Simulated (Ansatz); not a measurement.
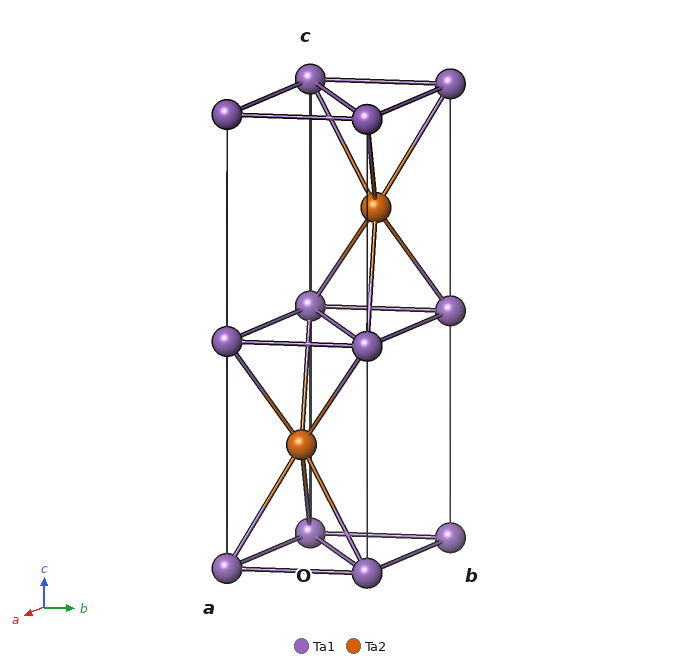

For Ta, coordinates from a relaxation with DFT r2SCAN, scalar-relativistic, plane waves, PAW (Ansatz 0.2.0); the starting structure was generated, so it need not be a known form of this composition: one unit cell; atoms that symmetry makes equivalent share a colour (atoms on faces, edges and corners are repeated). All values are computed from the atomic coordinates in the standard setting (tolerance 0.002 Å).

a = 2.935 Å, b = 2.935 Å, c = 9.952 Å, α = 90.00°, β = 90.00°, γ = 120.00°; space group P6_3/mmc, No. 194.

One atom of each site: Ta1 (0, 0, 0); Ta2 (1/3, 2/3, 3/4).

Q: Give the multiplicity, Wyckoff letter and site symmetry of each site.

A:
| site | Wyckoff | symmetry |
| --- | --- | --- |
| Ta1 | 2a | -3m. |
| Ta2 | 2d | -6m2 |

Q: How many free positional parameters does the structure have?

A: 0: Ta1 0, Ta2 0.
